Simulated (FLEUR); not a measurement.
## A series of single points on NiSi$_{2}$

System: NiSi$_{2}$ (3 atoms in the cell).
Method: Kohn-Sham DFT of a periodic cell, WC, all-electron, spin-polarised (FLEUR MaX-R8.1 (later development tree)).

The 5 runs differ only in the geometry, by an even scaling of the cell at fixed fractional positions. The structure derives from an entry of the Crystallography Open Database.

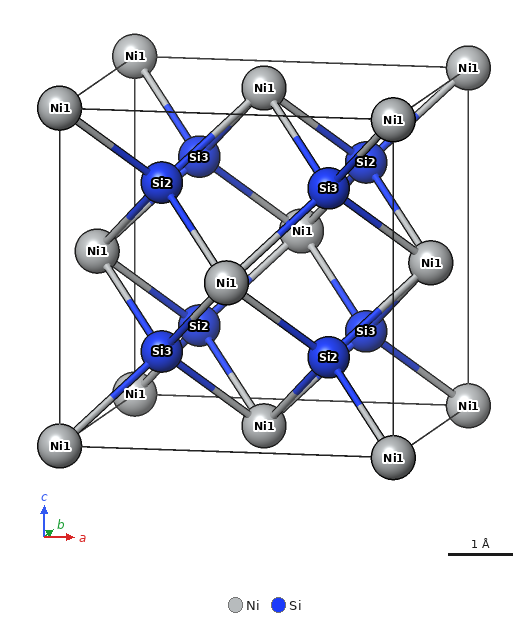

Figure 1. The structure of run 3 (ball-and-stick view of the cell 4 times as large as that of the calculation, set on its symmetry axes, seen slightly off an axis; atoms are numbered from 1 in the order of the input).

### Input of run 3
```
<?xml version="1.0" encoding="UTF-8" standalone="no"?>
<fleurInput fleurInputVersion="0.39">
   <comment>
      Si2Ni                                                                                               
   </comment>
   <calculationSetup>
      <cutoffs Kmax="4.46" Gmax="13.8" GmaxXC="13.8" numbands="0"/>
      <scfLoop itmax="60" minDistance="0.00001" maxIterBroyd="15" imix="Anderson" alpha="0.05" precondParam="0.0" spinf="2.0" sdNocoIR="T"/>
      <coreElectrons ctail="T" frcor="F" kcrel="0" coretail_lmax="0"/>
      <xcFunctional name="wc" relativisticCorrections="F"/>
      <magnetism jspins="2"/>
      <soc l_soc="F" theta="0.0" phi="0.0" spav="F"/>
      <expertModes spex="0" secvar="F"/>
      <geometryOptimization l_f="F" forcealpha="1.0" forcemix="BFGS" epsdisp="0.00001" epsforce="0.00001"/>
      <ldaU l_linMix="F" mixParam="0.05" spinf="1.0"/>
   </calculationSetup>
   <cell>
      <bzIntegration valenceElectrons="42.0" mode="gauss" fermiSmearingEnergy="0.00367493">
         <kPointListSelection listName="default-1"/>
         <!-- k-points included here -->
         <xi:include xmlns:xi="http://www.w3.org/2001/XInclude" href="kpts.xml"> </xi:include>
      </bzIntegration>
      <!-- symmetry operations included here -->
      <xi:include xmlns:xi="http://www.w3.org/2001/XInclude" href="sym.xml"> </xi:include>
      <bulkLattice scale="1.0000000000">
         <bravaisMatrix>
            <row-1>    0.0000000000000000     5.1079297147937996     5.1079297147937996</row-1>
            <row-2>    5.1079297147937996     0.0000000000000000     5.1079297147937996</row-2>
            <row-3>    5.1079297147937996     5.1079297147937996     0.0000000000000000</row-3>
         </bravaisMatrix>
      </bulkLattice>
   </cell>
   <atomSpecies>
      <species name="Nickel (Ni.490" element="Ni" atomicNumber="28">
         <mtSphere radius="2.11" gridPoints="721" logIncrement="0.017"/>
         <atomicCutoffs lmax="9" lnonsphr="7"/>
         <electronConfig flipSpins="F">
            <coreConfig>(1s1/2) (2s1/2) (2p1/2) (2p3/2)</coreConfig>
            <valenceConfig>(3s1/2) (3p1/2) (3p3/2) (4s1/2) (3d3/2) (3d5/2)</valenceConfig>
            <stateOccupation state="(3d3/2)" spinUp="1.6" spinDown="1.6"/>
            <stateOccupation state="(3d5/2)" spinUp="2.645" spinDown="2.155"/>
         </electronConfig>
         <energyParameters s="4" p="4" d="3" f="4"/>
         <lo type="SCLO" l="0" n="3" eDeriv="0"/>
         <lo type="SCLO" l="1" n="3" eDeriv="0"/>
         <lo type="SCLO" l="1" n="3" eDeriv="1"/>
         <lo type="SCLO" l="2" n="3" eDeriv="2"/>
         <lo type="SCLO" l="3" n="4" eDeriv="2"/>
      </species>
      <species name="Silicon (Si)" element="Si" atomicNumber="14">
         <mtSphere radius="1.86" gridPoints="635" logIncrement="0.018"/>
         <atomicCutoffs lmax="8" lnonsphr="6"/>
         <electronConfig flipSpins="F">
            <coreConfig>(1s1/2)</coreConfig>
            <valenceConfig>(2s1/2) (2p1/2) (2p3/2) (3s1/2) (3p1/2) (3p3/2)</valenceConfig>
            <stateOccupation state="(3p1/2)" spinUp="0.333333" spinDown="0.333333"/>
            <stateOccupation state="(3p3/2)" spinUp="0.666667" spinDown="0.666667"/>
         </electronConfig>
         <energyParameters s="3" p="3" d="3" f="4"/>
         <lo type="SCLO" l="0" n="2" eDeriv="0"/>
         <lo type="SCLO" l="1" n="2" eDeriv="0"/>
         <lo type="SCLO" l="2" n="3" eDeriv="2"/>
         <lo type="SCLO" l="3" n="4" eDeriv="2"/>
      </species>
   </atomSpecies>
   <atomGroups>
      <atomGroup species="Nickel (Ni.490">
         <relPos label="                   1">.0000000000 .0000000000 .0000000000</relPos>
         <force calculate="T" relaxXYZ="TTT"/>
      </atomGroup>
      <atomGroup species="Silicon (Si)">
         <relPos label="                   2">-1.000/4.000 -1.000/4.000 -1.000/4.000</relPos>
         <relPos label="                   3">1.000/4.000 1.000/4.000 1.000/4.000</relPos>
         <force calculate="T" relaxXYZ="TTT"/>
      </atomGroup>
   </atomGroups>
   <output dos="F" band="F" slice="F">
      <checks vchk="F" cdinf="F"/>
      <bandDOS minEnergy="-.5*Htr" maxEnergy="0.5*Htr" sigma="0.015" storeEVData="T"/>
      <vacuumDOS vacdos="F" integ="F" star="F" nstars="0" locx1="0.0" locy1="0.0" locx2="0.0" locy2="0.0" nstm="0" tworkf="0.0"/>
      <unfoldingBand unfoldBand="F" supercellX="1" supercellY="1" supercellZ="1"/>
      <plotting iplot="0" polar="F">
         <plot TwoD="T" vec1="  1.0  0.0  0.0" vec2="  0.0  1.0  0.0" vec3="  0.0  0.0  1.0" zero="  0.0  0.0  0.0" file="plot"/>
      </plotting>
      <chargeDensitySlicing numkpt="0" minEigenval="0.0" maxEigenval="0.0" nnne="0" pallst="F"/>
      <specialOutput eonly="F"/>
      <moessbauerParams electricFieldGradient="T" isomerShift="T" coreHyperfine="T" valenceHyperfine="T"/>
      <magneticCircularDichroism mcd="F" energyLo="-10.0" energyUp="0.0"/>
   </output>
  <!-- We include the file relax.xml here to enable relaxations (see documentation) -->
  <xi:include xmlns:xi="http://www.w3.org/2001/XInclude" href="relax.xml"> <xi:fallback/> </xi:include>
</fleurInput>
```

Command:
```bash
inpgen -f crystal.txt -profile fastHighL; fleur_MPI
```

Lattice vectors (Å) and fractional positions of run 3:
```
   0.000000    2.703000    2.703000
   2.703000    0.000000    2.703000
   2.703000    2.703000    0.000000
Ni  0.000000  0.000000  0.000000
Si  0.750000  0.750000  0.750000
Si  0.250000  0.250000  0.250000
```

Run 2 has the same physical settings and fractional positions; its lattice vectors (Å) are:
```
   0.000000    2.666468    2.666468
   2.666468    0.000000    2.666468
   2.666468    2.666468    0.000000
```

### Results, with one run withheld

```tsv
run	volume per atom (Å³)	free energy per atom, from the lowest run given (meV)
1	12.376	21.74
2	12.639	?
3	13.166	0.00
4	13.692	13.05
5	13.956	26.11
```

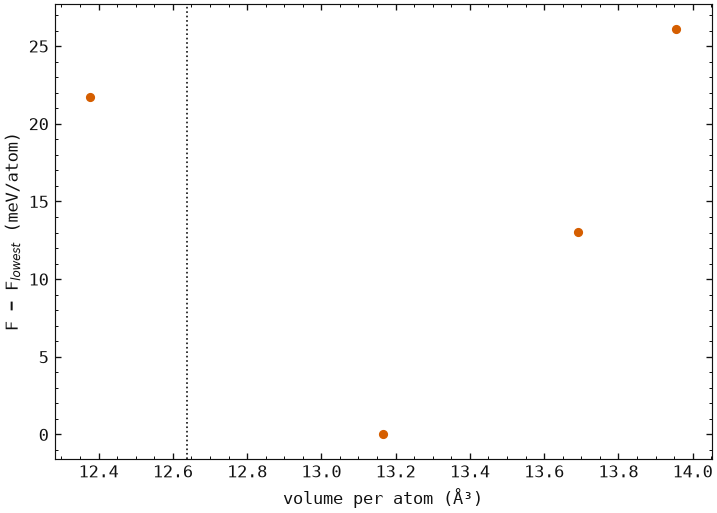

Figure 2. Free energy per atom of the runs given; the dotted line marks run 2.

Fit the runs given and predict run 2.

A quadratic polynomial in V^(−2/3) (the Birch–Murnaghan form), fitted to the 4 runs given, misses them by at most 0.09 meV per atom. With x = V^(−2/3) − 0.17837 Å⁻², it reads F = 1.1207 − 1552.8 x + 4.6517e+05 x² (meV per atom). At run 2 it gives 8.27 meV per atom, and the run itself gives 8.06. The fit has its minimum at 13.090 Å³ per atom, where V d²F/dV² gives 164 GPa: the bulk modulus at this level, since symmetry fixes the shape and the positions.

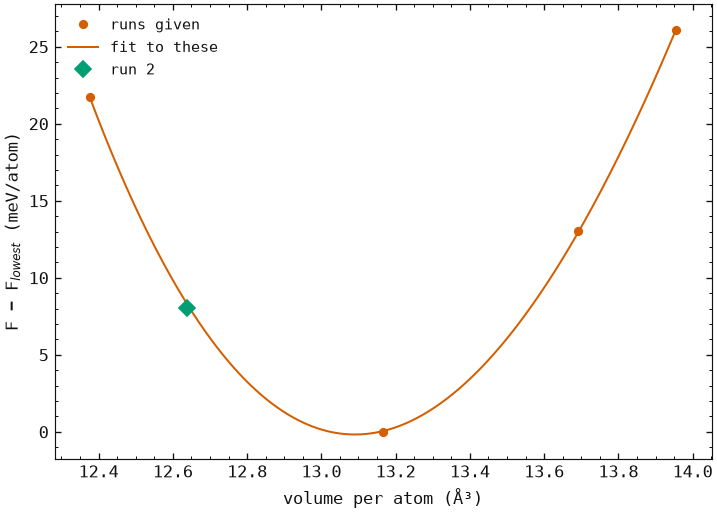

Figure 3. The fit and the withheld run.

### Output (run 2)
```
Welcome to FLEUR        (www.flapw.de)
      MaX-Release 8.1          (www.max-centre.eu)

 ========== k-point set info ==========
 Selected k-point list: default-1
 k-point list type: mesh
 7 x 7 x 7
 Number of k points: 20

 ------------Calculation Setup---------------------------
 Number of MPI-tasks      :            1
 Number of PE/node        :            1
 Number of OMP-threads    :            1
 Most efficient MPI parallelization for:
           1           2           4           5          10          20
 Additional eigenvalue parallelization possible
 Number of basis functions:          498
 Approximate size of matrices (H+S) per k-point:         0.004 GB
 --------------------------------------------------------

 Iteration:     1   Distance:      14.36763830 me/bohr^3

 Iteration:     2   Distance:      10.50612060 me/bohr^3

 Iteration:     3   Distance:       8.35632640 me/bohr^3

 Iteration:     4   Distance:       8.98751275 me/bohr^3

 Iteration:     5   Distance:      10.98321132 me/bohr^3

 Iteration:     6   Distance:       8.29970864 me/bohr^3

 Iteration:     7   Distance:       4.58680954 me/bohr^3

 Iteration:     8   Distance:       0.90915866 me/bohr^3

 Iteration:     9   Distance:       0.63386529 me/bohr^3

 Iteration:    10   Distance:       0.53582474 me/bohr^3

 Iteration:    11   Distance:       0.20753650 me/bohr^3

 Iteration:    12   Distance:       0.26909902 me/bohr^3

 Iteration:    13   Distance:       0.04278981 me/bohr^3

 Iteration:    14   Distance:       0.01792630 me/bohr^3

 Iteration:    15   Distance:       0.00184897 me/bohr^3

 Iteration:    16   Distance:       0.00167340 me/bohr^3

 Iteration:    17   Distance:       0.00075821 me/bohr^3

 Iteration:    18   Distance:       0.00048562 me/bohr^3

 Iteration:    19   Distance:       0.00032661 me/bohr^3

 Iteration:    20   Distance:       0.00012385 me/bohr^3

 Iteration:    21   Distance:       0.00008158 me/bohr^3

 Iteration:    22   Distance:       0.00003533 me/bohr^3

 Iteration:    23   Distance:       0.00002073 me/bohr^3

 Iteration:    24   Distance:       0.00000221 me/bohr^3

 ********************************************************************
 Run finished successfully
 Stop message:
   all done
 ********************************************************************
```
